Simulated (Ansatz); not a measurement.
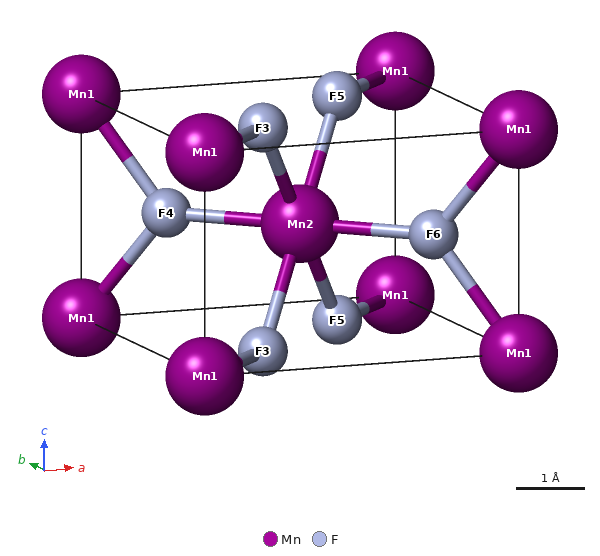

*The structure as given in the input (ball-and-stick view of the cell of the calculation, seen slightly off an axis; atoms are numbered from 1 in the order of the input).*

# MnF2: single-point calculation

The run: single-point calculation of MnF2 (P4₂/mnm, 6 atoms in the cell). Method and program: DFT PBE+U, scalar-relativistic, plane waves, PAW, Ueff = 3.9 eV on Mn d, spin-polarised (Ansatz 0.2.0).

The structure derives from an entry of the Crystallography Open Database. Figures and captions count atoms from 1; the log counts them from 0 in places.

The program's output:
```
Mn: projections on atomic orbitals take those of the free atom [Ne] 3s2 3p6 3d5 4s2, of charge +0.00 (hamiltonian.pseudopotentials.projection_atoms); the dataset's partial waves leave at most 9.0e-7 of an orbital's norm unspanned inside its sphere
F: projections on atomic orbitals take those of the free atom [He] 2s2 2p5, of charge +0.00 (hamiltonian.pseudopotentials.projection_atoms); the dataset's partial waves leave at most 1.6e-8 of an orbital's norm unspanned inside its sphere
Engine: ansatz 0.2.0, x86_64-unknown-linux-gnu
Pseudopotentials: kind: paw
Pseudopotential: Mn, paw, valence charge 15, recommended cutoff 420 eV (normal), Mn.paw.azcp
Pseudopotential: F, paw, valence charge 7, recommended cutoff 420 eV (normal), F.paw.azcp
Functional definition: PBE
  parameter kappa = 0.804
  parameter beta = 0.06672455060314922
  exchange = pbe_x(kappa = kappa, mu = beta*pi^2/3)
  correlation = pbe_c(beta = beta)
Crystal: 6 atoms, lattice volume = 83.598 Å³
Basis set: ecut = 420 eV, 1623 PW (Γ), exchange–correlation on 72×72×48 points (8 copies of the dense FFT grid, shifted against one another)
Bands: 41, of which v1, the nominal top of the filled ones, is band 29 counted from 1 (28 counted from 0)
Symmetry: 8 space group operations
Space group: Cmmm (ITA 65), of the structure as read, at distance tolerance 4.4e-5 Å
Magnetic group: BNS 136.498 (UNI 1158), of the structure as read, at distance tolerance 4.4e-5 Å
k-points: 12 of 36
Non-local potential: Mn, projectors of the file, l = 0: 3, l = 1: 2, l = 2: 3, l = 3: 1
Non-local potential: F, projectors of the file, l = 0: 2, l = 1: 2, l = 2: 1
PAW form: soft (Blöchl's): semilocal exchange-correlation on the pseudo side does not see the compensation charge
PAW one-centre angular grid: Mn, 590 points (default); XC on 64 Gauss nodes
PAW one-centre angular grid: F, 110 points (default); XC on 64 Gauss nodes
Initial density: superposition of atomic densities (chi_scale 0.1, normalization cell, long waves kept (reshape's long-wave potential 0.02 eV rms))
Starting moments: Σ|m| = 10 μB on 2 of 6 sites
Starting magnetic order: altermagnet, d-wave, planar spin-momentum locking; spin-degenerate planes through Γ normal to [0 1 0], [1 0 0] of the run's lattice
Initial wavefunctions: pseudopotential atomic-orbital guess
Functional: x = pbe(κ = 0.804, μ = 0.2195149727645171), c = pbe(β = 0.06672455060314922)
SCF iter   1: F=—  HF=-11053.622282 eV  |F-HF|=—  |Δ(HF+E_count)|=         —  Δρ=3.99e-1 (↑3.99e-1 ↓3.99e-1)  dr2=4.09e2  dr2_m=2.83e1  M=-0.000 μB ∫|m|=3.271 μB  β_m=0.30  ethr=3.10e-3  ⟨swp⟩=5.4  Hψ=3748  notcnv=0
preconditioner: auto → Resta (q_TF=auto, 2.567 Å⁻¹)  ε∞=4.9  [insulator: Δε(μ)=0.049 eV  Ē_g=13.270 eV  σ=0.050 eV  W_gap=0.51  n_scr=22 (ndim 8)  ℏωp=26.3 eV  f_vac=0.082  D(μ)=9.37/eV (n_scr^D=128)  ε∞_Penn≈4.9]
spin=Collinear: Resta preconditioning applied to the charge; magnetization (m = ρ↑ − ρ↓) channel mixes plain (no charge-response kernel on spin).
SCF iter   2: F=—  HF=-11038.266717 eV  |F-HF|=—  |Δ(HF+E_count)|=    1.54e1  Δρ=1.17e-1 (↑1.17e-1 ↓1.17e-1)  dr2=2.30e1  dr2_m=1.37e0  M=0.000 μB ∫|m|=9.742 μB  β_m=1.00  ethr=3.10e-3  ⟨swp⟩=4.8  Hψ=2973  notcnv=0  defer=96
SCF iter   3: F=—  HF=-11033.271614 eV  |F-HF|=—  |Δ(HF+E_count)|=    5.00e0  Δρ=5.59e-2 (↑5.59e-2 ↓5.59e-2)  dr2=6.21e0  dr2_m=5.92e-2  M=0.000 μB ∫|m|=9.795 μB  β_m=1.00  ethr=3.10e-3  ⟨swp⟩=4.0  Hψ=2263  notcnv=0  defer=108
SCF iter   4: F=—  HF=-11032.231384 eV  |F-HF|=—  |Δ(HF+E_count)|=    1.04e0  Δρ=1.66e-2 (↑1.66e-2 ↓1.66e-2)  dr2=1.79e-1  dr2_m=9.22e-2  M=0.000 μB ∫|m|=9.758 μB  β_m=0.30  ethr=3.10e-3  ⟨swp⟩=3.5  Hψ=2166  notcnv=0  defer=118
Mixer restart at iter 4: flushing history
spin-set hold released at iteration 4 (site moments contracting): the magnetisation degrees of freedom join the quasi-Newton model from the next iteration; the mixer history was flushed
SCF iter   5: F=—  HF=-11032.684221 eV  |F-HF|=—  |Δ(HF+E_count)|=   4.53e-1  Δρ=1.17e-2 (↑1.17e-2 ↓1.17e-2)  dr2=9.79e-2  dr2_m=5.10e-2  M=0.000 μB ∫|m|=9.767 μB  β_m=0.65  ethr=3.08e-4  ⟨swp⟩=2.0  Hψ=1346  notcnv=0  defer=118
SCF iter   6: F=—  HF=-11033.178232 eV  |F-HF|=—  |Δ(HF+E_count)|=   4.94e-1  Δρ=3.25e-3 (↑3.25e-3 ↓3.25e-3)  dr2=1.43e-2  dr2_m=5.72e-4  M=0.000 μB ∫|m|=9.776 μB  β_m=0.61  ethr=1.69e-4  ⟨swp⟩=3.0  Hψ=1982  notcnv=0  defer=118
SCF iter   7: F=—  HF=-11033.179226 eV  |F-HF|=—  |Δ(HF+E_count)|=   9.94e-4  Δρ=8.06e-4 (↑8.06e-4 ↓8.06e-4)  dr2=2.31e-3  dr2_m=1.33e-5  M=0.000 μB ∫|m|=9.779 μB  β_m=0.78  ethr=2.46e-5  ⟨swp⟩=2.1  Hψ=1490  notcnv=0  defer=118
SCF iter   8: F=—  HF=-11033.181837 eV  |F-HF|=—  |Δ(HF+E_count)|=   2.61e-3  Δρ=2.92e-4 (↑2.91e-4 ↓2.92e-4)  dr2=3.22e-4  dr2_m=9.97e-6  M=0.000 μB ∫|m|=9.778 μB  β_m=0.89  ethr=3.99e-6  ⟨swp⟩=2.0  Hψ=1396  notcnv=0  defer=118
SCF iter   9: F=—  HF=-11033.182286 eV  |F-HF|=—  |Δ(HF+E_count)|=   4.49e-4  Δρ=1.69e-4 (↑1.69e-4 ↓1.69e-4)  dr2=4.11e-5  dr2_m=7.10e-6  M=0.000 μB ∫|m|=9.778 μB  β_m=0.80  ethr=5.55e-7  ⟨swp⟩=2.0  Hψ=1642  notcnv=0  defer=118
SCF iter  10: F=—  HF=-11033.182304 eV  |F-HF|=—  |Δ(HF+E_count)|=   1.75e-5  Δρ=3.65e-5 (↑3.65e-5 ↓3.64e-5)  dr2=5.50e-6  dr2_m=1.33e-7  M=0.000 μB ∫|m|=9.778 μB  β_m=0.90  ethr=7.09e-8  ⟨swp⟩=2.0  Hψ=1580  notcnv=0  defer=118
SCF iter  11: F=—  HF=-11033.182308 eV  |F-HF|=—  |Δ(HF+E_count)|=   3.98e-6  Δρ=1.46e-5 (↑1.46e-5 ↓1.46e-5)  dr2=4.81e-7  dr2_m=2.75e-8  M=0.000 μB ∫|m|=9.778 μB  β_m=0.95  ethr=9.49e-9  ⟨swp⟩=2.0  Hψ=1282  notcnv=0  defer=118
iter 12 met the thresholds in force, and the SCF goes on: an eigenvalue changes by 0.11 meV, over its tolerance of 0.07 meV (output.eigenvalues, Limitations)
SCF iter  12: F=-11033.182308 eV  HF=-11033.182308 eV  |F-HF|=1.89e-8  |Δ(HF+E_count)|=   3.45e-7  Δρ=3.35e-6 (↑3.23e-6 ↓3.35e-6)  dr2=2.10e-8  dr2_m=2.10e-9  M=0.000 μB ∫|m|=9.778 μB  β_m=0.98  ethr=1.72e-10  ⟨swp⟩=10.3  Hψ=4905  notcnv=0
SCF iter  13: F=-11033.182308 eV  HF=-11033.182308 eV  |F-HF|=7.93e-10  |Δ(HF+E_count)|=   2.40e-8  Δρ=1.27e-6 (↑1.24e-6 ↓1.27e-6)  dr2=3.20e-9  dr2_m=1.47e-11  M=0.000 μB ∫|m|=9.778 μB  ethr=3.62e-11  ⟨swp⟩=2.1  Hψ=2786  notcnv=0
SCF 1 converged in 13 iterations: F = -11033.182308 eV  dr2 = 3.20e-9
  greatest PAW one-centre occupation: 1.004 electrons in one spin orbital (limit 2), on the Mn atom at site 1 (counted from 0), in its partial waves of l = 1
```

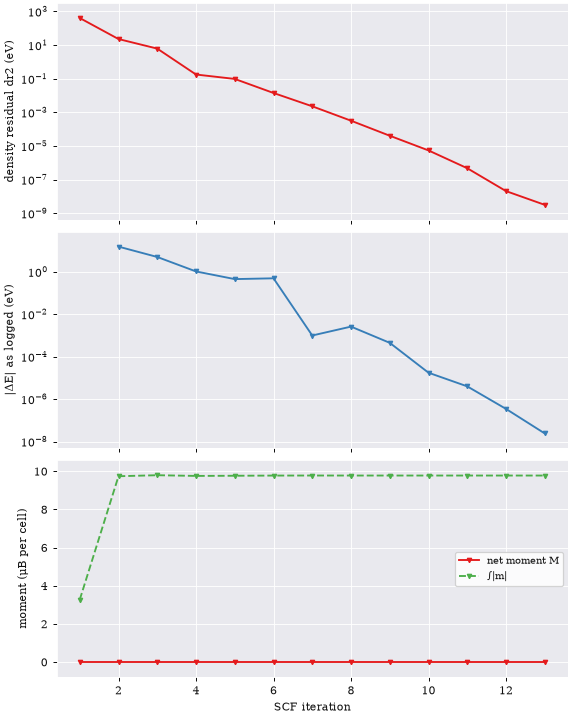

*Convergence of the self-consistent field: density residual dr2, size of the energy change and magnetic moment against the SCF iteration.*

The residual falls at every step. The net moment stays at 0.0 μB per cell.

```
SCF converged after 13 iterations
an eigenvalue changed by more than its tolerance at an iteration that met the thresholds in force, so the SCF went on 1 time: the last check found none over its tolerance
Magnetization: 0.0000 μB (29.0000 up, 29.0000 down)
Absolute magnetization: 9.7800 μB (∫|ρ↑−ρ↓|, with the PAW one-centre terms)
Spin contamination: 4.9891 ħ² per cell (⟨S²⟩ above its minimum at these occupations)
Per-site moments (μB) at R_I (Å): [(4.279486205786447, 0.8878357217411769), (-4.279485819911679, 0.887835721741177), (-0.019967491887389967, 0.8878357217411769), (0.019967614658025674, 0.887835721741177), (-0.019967491887389593, 0.8878357217411769), (0.019967614658025445, 0.887835721741177)]
Free energy (F): -11033.182308 eV
Harris-Foulkes:  -11033.182308 eV  (|F-HF|=7.93e-10)
Internal energy: -11033.182308 eV  (E = F + TS)
E sigma→0 (E₀):  -11033.182308 eV
Fermi energy:    6.159399 eV
--- Per-component energies (eV) ---
  E_band       = -876.562678
  E_kinetic    = 1418.397838
  E_local      = -7391.680893  (includes V_loc(G=0)·N_el)
  E_nonlocal   = 807.122615
  E_hartree    = 2943.015655
  E_xc         = -537.446633
  E_vxc        = -687.621435  (∫ρ·V_xc dr)
  E_hubbard    = 0.748494  (on-site DFT+U / exact-exchange correction)
  E_vhub       = -18.691828  (the Hubbard potential's part of the band-sum identity)
  E_paw        = -3421.175247  (= ΣΔE_a)
  E_vpaw       = -890.128022  (= ΣTr[D̂ρ^β])
  E_aug_tail   = 0.008175  (compensation charges beyond the density's cutoff)
  E_ewald      = -4852.172311
  E_smearing   = -0.000000  (= −TS)
  E_closure    = -0.000000  (closes the sum)
  Σ components = -11033.182308   (vs F -11033.182308, Δ=0.00e0)
--- Forces (eV/Å), atoms counted from 1 ---
  atom   1  Mn    -0.00000000    -0.00000000     0.00000000
  atom   2  Mn     0.00000000     0.00000000     0.00000000
  atom   3  F     -0.00751268    -0.00751268     0.00000000
  atom   4  F      0.00751568    -0.00751568     0.00000000
  atom   5  F      0.00751268     0.00751268     0.00000000
  atom   6  F     -0.00751568     0.00751568     0.00000000
  max |Σ_I F_I| component: 1.73e-18 eV/Å
--- Stress (GPa, compression-positive) ---
       -0.278979      -0.000002       0.000000
       -0.000002      -0.278979       0.000000
        0.000000       0.000000      -0.393877
  P = ⅓ Tr σ = -0.3173 GPa (-3.173 kbar)
--- Band table (eV; the first three rows and the last of 24) ---
  k-point 0 ↑: bands = ["-75.1500", "-70.0027", "-43.9420", "-43.8958", "-43.8873", "-38.9034", "-38.8475", "-38.8351", "-17.5917", "-17.1613", "-17.1235", "-17.0881", "-1.1909", "-0.5878", "-0.3515", "0.0411", "0.8295", "0.8530", "0.8709", "0.9136", "1.7180", "2.1167", "2.1283", "2.1930", "2.3968", "2.4062", "2.8066", "3.8345", "4.3163", "7.9778", "10.0603", "10.5125", "10.5318", "11.0842", "11.1859", "13.0507", "13.5115", "14.6539", "16.1182", "17.8661", "18.3466"]
  k-point 1 ↑: bands = ["-75.1495", "-70.0023", "-43.9408", "-43.8953", "-43.8953", "-38.9014", "-38.8469", "-38.8463", "-17.4736", "-17.1669", "-17.1541", "-17.0756", "-0.8249", "-0.4476", "-0.2115", "0.2706", "0.3491", "0.3683", "0.9173", "1.1408", "1.1429", "1.6442", "1.8527", "2.1769", "2.4204", "2.7255", "2.8817", "3.8032", "3.8663", "9.3772", "10.3247", "10.4177", "10.4300", "10.9416", "11.0945", "14.4114", "14.7395", "14.7843", "16.4502", "16.4515", "18.0222"]
  k-point 2 ↑: bands = ["-75.1493", "-70.0016", "-43.9396", "-43.9031", "-43.8948", "-38.8993", "-38.8576", "-38.8462", "-17.2676", "-17.2588", "-17.1835", "-17.0638", "-0.6748", "-0.1562", "0.0270", "0.1291", "0.3059", "0.3654", "0.6860", "0.9468", "1.1244", "1.4506", "1.6187", "1.7936", "2.1944", "2.7225", "3.1345", "3.6005", "3.8144", "10.3204", "10.3433", "10.4131", "10.8706", "10.9381", "12.1055", "13.0003", "16.0936", "16.1119", "16.6086", "16.6589", "17.3972"]
  k-point 11 ↓: bands = ["-75.1492", "-70.0017", "-43.9395", "-43.9031", "-43.8948", "-38.8994", "-38.8577", "-38.8463", "-17.2489", "-17.2058", "-17.2012", "-17.1164", "-0.5530", "-0.4856", "-0.1450", "-0.1111", "0.2228", "0.3285", "0.7067", "1.0148", "1.3363", "1.6416", "1.8797", "2.0061", "2.2052", "2.5982", "2.9493", "3.5829", "4.2093", "10.3116", "10.3401", "10.5535", "10.7889", "11.0240", "13.1524", "13.5639", "13.9284", "15.3136", "15.3176", "15.5976", "16.6954"]
Occupation matrices written to [file]
--- Löwdin populations: 6 sites ---
  site symbol       q [e]    m [muB]
     0     Mn     13.5376     4.8077
     1     Mn     13.5376    -4.8077
     2      F      7.6806    -0.0248
     3      F      7.6806     0.0248
     4      F      7.6806    -0.0248
     5      F      7.6806     0.0248
  spilling = 0.003486 (of n_electrons = 58.000000)
--- Occupation matrices: 2 shells (run DFT+U table (all-electron-ortho-atomic); ε = 1.56e-4) ---
  Mn0 d_3D: site group D2h (mmm)
  Mn0 d_3D up     Tr n = 4.9875  λ = 0.995 0.996 0.998 0.999 0.999  [xy 0.68 Ag(1.00) | xz 0.50 B3g(1.00) | z2 0.68 Ag(1.00) | 2× x2-y2 0.50 B2g(0.50)]
  Mn0 d_3D dn     Tr n = 0.1891  λ = 0.017 0.019 0.022 0.063 0.067  [z2 0.62 Ag(1.00) | x2-y2 1.00 B1g(1.00) | xz 0.50 B2g(1.00) | xz 0.50 B3g(1.00) | xy 0.62 Ag(1.00)]
  Mn1 d_3D: site group D2h (mmm)
  Mn1 d_3D up     Tr n = 0.1891  λ = 0.017 0.019 0.022 0.063 0.067  [z2 0.62 Ag(1.00) | x2-y2 1.00 B1g(1.00) | xz 0.50 B2g(1.00) | xz 0.50 B3g(1.00) | xy 0.62 Ag(1.00)]
  Mn1 d_3D dn     Tr n = 4.9875  λ = 0.995 0.996 0.998 0.999 0.999  [xy 0.68 Ag(1.00) | xz 0.50 B3g(1.00) | z2 0.68 Ag(1.00) | 2× x2-y2 0.50 B2g(0.50)]
  Tr n, λ and their labels are of the run-group-symmetrised matrices; stabiliser: 16 of 32 elements of G0×{1,Θ} (closed), max defect 8.2e-7 at τ = 3.3e-5
```

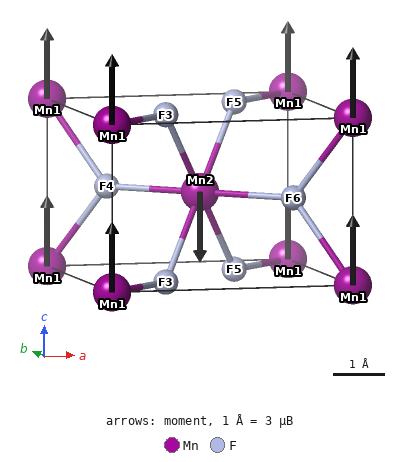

*Magnetic moments of the sites as black arrows (ball-and-stick view of the cell of the calculation, seen slightly off an axis; atoms are numbered from 1 in the order of the input); small moments hardly show. The run is collinear, so the axis drawn is arbitrary.*

Site moments: Mn1 (4.28 μB); Mn2 (−4.28 μB). They are counted near the atoms and needn't add up to the moment of the cell.

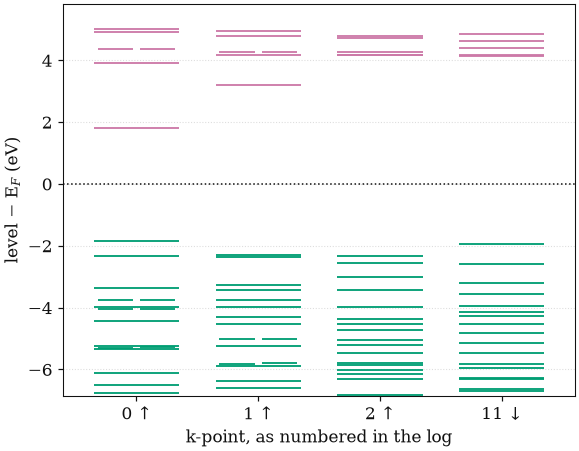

*Kohn–Sham levels near the Fermi level (dotted) at the few k-points that the log prints; levels within 0.02 eV of each other stand side by side.*

Among these points the highest filled and lowest empty levels are 3.66 eV apart; the gap on the full mesh, 3.64 eV, has an edge at a point that isn't printed.

The run was set up as follows.

Input:
```yaml
crystal:
  lattice:
    - [4.9840532637, 0.0, 0.0]
    - [0.0, 4.9840532637, 0.0]
    - [0.0, 0.0, 3.3653698065]
  atoms:
    - { symbol: Mn, position: [0.0, 0.0, 0.0], spin: 5.0 }
    - { symbol: Mn, position: [0.5, 0.5, 0.5], spin: -5.0 }
    - { symbol: F, position: [0.3053591859, 0.3053591859, 0.0] }
    - { symbol: F, position: [0.1946408141, 0.8053591859, 0.5] }
    - { symbol: F, position: [0.6946408141, 0.6946408141, 0.0] }
    - { symbol: F, position: [0.8053591859, 0.1946408141, 0.5] }
basis:
  ecutwfc: 420
  ecutrho_ratio: 4
kpoints:
  mp_grid: { grid: [3, 3, 4] }
hamiltonian:
  xc: pbe
  hubbard: { sites: [{ species: Mn, l: d, u_eff: 3.9 }] }
scf:
  occupations: { method: gaussian, width: 0.05 }
output:
  forces: true
  stress: true
  eigenvalues: true
  populations: true
  hubbard: { sites: [{ species: Mn, l: d }] }
magnetization:
  spin_polarized: true
```

Launched with:
```bash
ansatz run input.yaml --threads 4 --pin off --max-ram 10240MiB --backend cpu --events-out ev --progress --plain --runs-dir out
```

Key numbers:

- outcome: converged
- space group (tolerance 0.01 Å): P4₂/mnm (136)
- electrons treated: 58
- free energy: −11033.1823 eV
- Fermi energy: 6.159 eV
- gap on the k-point mesh: 3.64 eV
- net moment of the cell: 0.00 μB
- integrated absolute moment: 9.78 μB
- pressure: −0.32 GPa
- largest force (length of the vector): 0.011 eV/Å
- hardware: 4 threads of AMD EPYC (Zen 3), 64 GiB of memory available, shared host
- wall time: 2.8 s (CPU time 9.4 s)
- peak memory: 0.51 GiB
